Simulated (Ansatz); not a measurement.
Geometry relaxation, with input and output: NiSi (part 2 of 2)

The same run, continued: NiSi (8 atoms in the cell); DFT PBE without spin polarisation, scalar-relativistic, plane waves, PAW, no spin polarisation (Ansatz 0.2.0); cutoff 420 eV, 8×10×6 k-mesh, Gaussian smearing of 0.05 eV. The structure derives from an entry of the Crystallography Open Database.

Geometry of the input (Å; fractional positions):
```
5.0839  0.0000  0.0000
0.0000  3.3367  0.0000
0.0000  0.0000  5.5326
Si 0.3223  0.7500  0.0849
Si 0.1777  0.2500  0.5849
Si 0.8223  0.7500  0.4151
Si 0.6777  0.2500  0.9151
Ni 0.0091  0.2500  0.1875
Ni 0.4909  0.7500  0.6875
Ni 0.5091  0.2500  0.3125
Ni 0.9909  0.7500  0.8125
```

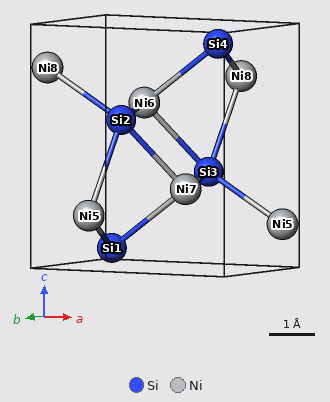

Fig. 1: The geometry at step 2 of the log (ball-and-stick view of the cell of the calculation, seen at an oblique angle; atoms are numbered from 1 in the order of the input).

### What the program printed, continued
```
SCF iter   1: F=—  HF=-25906.071782 eV  |F-HF|=—  |Δ(HF+E_count)|=         —  Δρ=1.82e-4  dr2=6.45e-7  ethr=4.13e-7  ⟨swp⟩=3.0  Hψ=40737  notcnv=0
preconditioner: auto → Kerker (q_TF=auto, 2.699 Å⁻¹)  [metal: Δε(μ)=0.052 eV  Ē_g=7.263 eV  σ=0.050 eV  W_gap=0.45  n_scr=34 (ndim 8)  ℏωp=28.7 eV  f_vac=0.000  D(μ)=1.39/eV (n_scr^D=4)]
SCF iter   2: F=—  HF=-25906.071836 eV  |F-HF|=—  |Δ(HF+E_count)|=   5.37e-5  Δρ=9.26e-5  dr2=1.66e-7  ethr=7.33e-10  ⟨swp⟩=2.0  Hψ=10924  notcnv=0
SCF iter   3: F=—  HF=-25906.071859 eV  |F-HF|=—  |Δ(HF+E_count)|=   2.31e-5  Δρ=1.40e-6  dr2=7.99e-10  ethr=1.89e-10  ⟨swp⟩=1.0  Hψ=6360  notcnv=0
iter 4 did not close the SCF: its close was put off for the readings that it lacked (scf_convergence_deferred on its scf_iter line)
SCF iter   4: F=-25906.071859 eV  HF=-25906.071859 eV  |F-HF|=1.09e-11  |Δ(HF+E_count)|=   1.04e-9  Δρ=2.91e-7  dr2=6.11e-11  ethr=1.00e-12  ⟨swp⟩=2.0  Hψ=11010  notcnv=0
iter 5 did not close the SCF: its close was put off for the readings that it lacked (scf_convergence_deferred on its scf_iter line)
SCF iter   5: F=-25906.071859 eV  HF=-25906.071859 eV  |F-HF|=1.46e-11  |Δ(HF+E_count)|=  1.09e-11  Δρ=1.64e-7  dr2=2.45e-11  ethr=1.00e-12  ⟨swp⟩=1.0  Hψ=6360  notcnv=0
iter 6 did not close the SCF: its close was put off for the readings that it lacked (scf_convergence_deferred on its scf_iter line)
SCF iter   6: F=-25906.071859 eV  HF=-25906.071859 eV  |F-HF|=0.00e0  |Δ(HF+E_count)|=  7.28e-12  Δρ=3.11e-8  dr2=3.98e-13  ethr=1.00e-12  ⟨swp⟩=1.0  Hψ=6360  notcnv=0
iter 7 did not close the SCF: its close was put off for the readings that it lacked (scf_convergence_deferred on its scf_iter line)
SCF iter   7: F=-25906.071859 eV  HF=-25906.071859 eV  |F-HF|=1.46e-11  |Δ(HF+E_count)|=  7.28e-12  Δρ=1.46e-8  dr2=1.27e-13  ethr=1.00e-12  ⟨swp⟩=1.0  Hψ=6360  notcnv=0
SCF iter   8: F=-25906.071859 eV  HF=-25906.071859 eV  |F-HF|=3.64e-12  |Δ(HF+E_count)|=  1.46e-11  Δρ=4.92e-9  dr2=1.88e-14  ethr=1.00e-12  ⟨swp⟩=1.3  Hψ=13359  notcnv=0
SCF 4 converged in 8 iterations: F = -25906.071859 eV  dr2 = 1.88e-14
relax step   4: F+E_penalty+E_count = -25906.07185878 eV  Δ(F+E_penalty+E_count) = +5.388e-6 eV  max|allowed force component| = 3.419e-3 eV/Å  Δτ_max = 0.0000 Å  P = +7.437 GPa  Ω = 93.854 Å³  fix = [volume]  reactions: volume +7.437 GPa  stress off target by 1.73e-2 GPa on what of the cell is left free  SCF on the basis re-selected at this cell (its energy is not comparable with the rows above)  (8 SCF iters)
basis re-selected at this cell: Δ(F+E_penalty+E_count) = +5.388e-6 eV, ΔP = -0.000 GPa vs the last step (what re-selecting the basis moved, of the pressure what is left beyond the Pulay correction that the steps carried, after the strain that the cell walked since its last selection, with what the two solves' SCF thresholds leave and, on support functions, any second-order correction that the steps lacked; it is no measure of the basis error at this ecutwfc). This SCF's stress stands 1.73e-2 GPa from its target on what of the cell is left free (relax.cell.stress_tol is 1.00e-1 GPa) and its largest allowed force component is 3.42e-3 eV/Å (relax.f_tol is 1.00e-2 eV/Å): within both
SCF converged after 8 iterations
Free energy (F): -25906.071859 eV
Harris-Foulkes:  -25906.071859 eV  (|F-HF|=3.64e-12)
Internal energy: -25906.070122 eV  (E = F + TS)
E sigma→0 (E₀):  -25906.070991 eV
Entropy (-TS):   -0.001736 eV (-0.217 meV/atom)
Fermi energy:    15.300563 eV
--- Per-component energies (eV) ---
  E_band       = -1260.031617
  E_kinetic    = 1316.118643
  E_local      = -17678.268092  (includes V_loc(G=0)·N_el)
  E_nonlocal   = 2635.286460
  E_hartree    = 7607.341463
  E_xc         = -572.028736
  E_vxc        = -640.773349  (∫ρ·V_xc dr)
  E_paw        = -8567.211729  (= ΣΔE_a)
  E_vpaw       = -2107.080487  (= ΣTr[D̂ρ^β])
  E_aug_tail   = 0.002270  (compensation charges beyond the density's cutoff)
  E_ewald      = -10647.310401
  E_smearing   = -0.001736  (= −TS)
  E_closure    = -0.000000  (closes the sum)
  Σ components = -25906.071859   (vs F -25906.071859, Δ=0.00e0)
--- Forces (eV/Å), atoms counted from 1 ---
  atom   1  Si     0.00100656     0.00000000     0.00341870
  atom   2  Si    -0.00100656    -0.00000000     0.00341870
  atom   3  Si     0.00100656     0.00000000    -0.00341870
  atom   4  Si    -0.00100656    -0.00000000    -0.00341870
  atom   5  Ni    -0.00022035     0.00000000     0.00220137
  atom   6  Ni     0.00022035     0.00000000     0.00220137
  atom   7  Ni    -0.00022035    -0.00000000    -0.00220137
  atom   8  Ni     0.00022035    -0.00000000    -0.00220137
  max |Σ_I F_I| component: 0.00e0 eV/Å
--- Stress (GPa, compression-positive) ---
        7.422186      -0.000000      -0.000000
       -0.000000       7.435459      -0.000000
       -0.000000      -0.000000       7.454802
  P = ⅓ Tr σ = 7.4375 GPa (74.375 kbar)
--- Band table (eV; the first three rows and the last of 120) ---
  k-point 0: bands = ["-88.6820", "-88.6773", "-88.6768", "-88.6722", "-49.1449", "-49.1394", "-49.1197", "-49.1080", "-49.0842", "-49.0818", "-49.0719", "-49.0661", "-49.0521", "-49.0463", "-49.0338", "-49.0298", "2.0147", "5.4864", "6.7519", "7.4050", "8.6165", "9.1413", "10.7454", "11.1396", "11.2092", "11.2871", "11.3165", "11.3536", "11.5748", "11.8331", "12.1355", "12.1877", "12.3750", "12.5731", "12.8083", "12.9410", "13.0206", "13.0880", "13.1697", "13.3012", "13.5082", "14.0348", "14.1738", "14.3815", "15.9512", "16.7099", "18.6196", "19.2313", "19.3687", "19.9660", "20.2891", "21.5354", "21.6290"]
  k-point 1: bands = ["-88.6818", "-88.6784", "-88.6758", "-88.6724", "-49.1445", "-49.1398", "-49.1189", "-49.1088", "-49.0840", "-49.0819", "-49.0716", "-49.0666", "-49.0516", "-49.0466", "-49.0336", "-49.0301", "2.1454", "4.9083", "7.1372", "7.4656", "8.5559", "9.5093", "10.3965", "11.0686", "11.1505", "11.1850", "11.2396", "11.5725", "11.5880", "11.8887", "12.1252", "12.1407", "12.5110", "12.6281", "12.7985", "12.8389", "12.8666", "13.0523", "13.0999", "13.2890", "13.7015", "14.0567", "14.3486", "14.4815", "16.1713", "17.0675", "18.1179", "19.4099", "19.4335", "19.5622", "19.8376", "21.5351", "21.8103"]
  k-point 2: bands = ["-88.6813", "-88.6795", "-88.6746", "-88.6729", "-49.1436", "-49.1409", "-49.1168", "-49.1110", "-49.0835", "-49.0823", "-49.0707", "-49.0679", "-49.0503", "-49.0475", "-49.0328", "-49.0308", "2.5327", "3.9859", "7.6329", "7.6713", "8.4163", "9.5200", "10.2293", "10.8862", "11.2363", "11.2965", "11.3148", "11.5760", "11.8211", "12.0152", "12.0274", "12.1789", "12.4220", "12.4491", "12.6358", "12.7130", "12.8686", "13.0818", "13.2414", "13.3009", "13.7572", "13.9153", "14.4989", "15.2859", "16.1192", "17.1967", "17.8887", "18.7593", "19.5198", "19.6406", "20.2377", "21.4747", "21.6832"]
  k-point 119: bands = ["-88.6770", "-88.6770", "-88.6770", "-88.6770", "-49.1303", "-49.1303", "-49.1303", "-49.1303", "-49.0628", "-49.0628", "-49.0628", "-49.0628", "-49.0543", "-49.0543", "-49.0543", "-49.0543", "6.5179", "6.5179", "6.5179", "6.5179", "8.6034", "8.6034", "8.6034", "8.6034", "11.4818", "11.4818", "11.4818", "11.4818", "11.9275", "11.9275", "11.9275", "11.9275", "12.6286", "12.6286", "12.6286", "12.6286", "13.0673", "13.0673", "13.0673", "13.0673", "13.3733", "13.3733", "13.3733", "13.3733", "17.9867", "17.9867", "17.9867", "17.9867", "18.9391", "18.9391", "18.9391", "18.9391", "21.3826"]
--- Relaxed structure (3 steps of the walk, 3 accepted, 1 SCFs on fresh bases) ---
  F+E_penalty+E_count = -25906.07185878 eV   max|allowed force component| = 3.419e-3 eV/Å   (the final SCF, on the basis selected at the relaxed cell)
  cell:  # Å, volume = 93.8537 Å³
    - [5.085041484613288, 0.0, 0.0]
    - [0.0, 3.342452369299905, 0.0]
    - [0.0, 0.0, 5.521938159749042]
  atoms:
    - { symbol: Si, position: [0.3232730281723747, 0.7500000000000002, 0.08567699391300972] }
    - { symbol: Si, position: [0.17672697182762537, 0.25000000000000006, 0.5856769939130098] }
    - { symbol: Si, position: [0.8232730281723747, 0.7500000000000002, 0.4143230060869903] }
    - { symbol: Si, position: [0.6767269718276254, 0.25000000000000006, 0.9143230060869902] }
    - { symbol: Ni, position: [0.010006400897940358, 0.25000000000000006, 0.18647254207874547] }
    - { symbol: Ni, position: [0.4899935991020598, 0.7500000000000002, 0.6864725420787456] }
    - { symbol: Ni, position: [0.5100064008979405, 0.25000000000000006, 0.3135274579212545] }
    - { symbol: Ni, position: [0.9899935991020599, 0.7500000000000002, 0.8135274579212546] }
```

### Trajectory as extended XYZ (Å, eV, eV/Å), 4 frames, from step=1 to step=4
```
8
Lattice="5.0839 0.0000 0.0000 0.0000 3.3367 0.0000 0.0000 0.0000 5.5326" Properties=species:S:1:pos:R:3:forces:R:3 step=1 energy=-25906.07057 pressure_GPa=7.65
Si    1.6385    2.5026    0.4696    0.0296   0.0000   0.0231
Si    0.9034    0.8342    3.2359   -0.0296   0.0000   0.0231
Si    4.1805    2.5026    2.2967    0.0296   0.0000  -0.0231
Si    3.4454    0.8342    5.0630   -0.0296   0.0000  -0.0231
Ni    0.0465    0.8342    1.0371    0.0352   0.0000  -0.0439
Ni    2.4955    2.5026    3.8034   -0.0352   0.0000  -0.0439
Ni    2.5885    0.8342    1.7292    0.0352   0.0000   0.0439
Ni    5.0374    2.5026    4.4955   -0.0352   0.0000   0.0439
8
Lattice="5.0839 0.0000 0.0000 0.0000 3.3396 0.0000 0.0000 0.0000 5.5278" Properties=species:S:1:pos:R:3:forces:R:3 step=2 energy=-25906.07151 pressure_GPa=7.55
Si    1.6410    2.5047    0.4711    0.0163   0.0000   0.0170
Si    0.9009    0.8349    3.2350   -0.0163   0.0000   0.0170
Si    4.1830    2.5047    2.2929    0.0163   0.0000  -0.0170
Si    3.4429    0.8349    5.0568   -0.0163   0.0000  -0.0170
Ni    0.0486    0.8349    1.0334    0.0184   0.0000  -0.0183
Ni    2.4933    2.5047    3.7973   -0.0184   0.0000  -0.0183
Ni    2.5906    0.8349    1.7305    0.0184   0.0000   0.0183
Ni    5.0353    2.5047    4.4944   -0.0184   0.0000   0.0183
8
Lattice="5.0850 0.0000 0.0000 0.0000 3.3425 0.0000 0.0000 0.0000 5.5219" Properties=species:S:1:pos:R:3:forces:R:3 step=3 energy=-25906.07186 pressure_GPa=7.44
Si    1.6439    2.5068    0.4731    0.0010   0.0000   0.0034
Si    0.8987    0.8356    3.2341   -0.0010   0.0000   0.0034
Si    4.1864    2.5068    2.2879    0.0010   0.0000  -0.0034
Si    3.4412    0.8356    5.0488   -0.0010   0.0000  -0.0034
Ni    0.0509    0.8356    1.0297   -0.0002   0.0000   0.0022
Ni    2.4916    2.5068    3.7907    0.0002   0.0000   0.0022
Ni    2.5934    0.8356    1.7313   -0.0002   0.0000  -0.0022
Ni    5.0342    2.5068    4.4922    0.0002   0.0000  -0.0022
8
Lattice="5.0850 0.0000 0.0000 0.0000 3.3425 0.0000 0.0000 0.0000 5.5219" Properties=species:S:1:pos:R:3:forces:R:3 step=4 energy=-25906.07186 pressure_GPa=7.44
Si    1.6439    2.5068    0.4731    0.0010   0.0000   0.0034
Si    0.8987    0.8356    3.2341   -0.0010   0.0000   0.0034
Si    4.1864    2.5068    2.2879    0.0010   0.0000  -0.0034
Si    3.4412    0.8356    5.0488   -0.0010   0.0000  -0.0034
Ni    0.0509    0.8356    1.0297   -0.0002   0.0000   0.0022
Ni    2.4916    2.5068    3.7907    0.0002   0.0000   0.0022
Ni    2.5934    0.8356    1.7313   -0.0002   0.0000  -0.0022
Ni    5.0342    2.5068    4.4922    0.0002   0.0000  -0.0022
```

### Results in brief

| quantity | value |
| --- | --- |
| outcome | converged |
| space group (tolerance 0.01 Å) | Pnma (62) |
| electrons treated | 88 |
| free energy | −25906.0719 eV |
| Fermi energy | 15.301 eV |
| gap on the k-point mesh | none (metallic) |
| pressure | 7.44 GPa |
| final volume | 93.85 Å³ |
| largest force (length of the vector) at the end | 0.004 eV/Å |
| final cell | a = 5.085 Å, b = 3.342 Å, c = 5.522 Å, α = 90.00°, β = 90.00°, γ = 90.00° |
| hardware | 2 threads of Arm Neoverse V1, 24 GiB of memory available, shared host |
| wall time | 77 s (CPU time 2.5 min) |
| peak memory | 0.67 GiB |

### Notes

The run has no spin polarisation, so a magnetic state may lie lower. The cell is under a pressure of 7.4 GPa at this level, so it is not at its equilibrium volume.
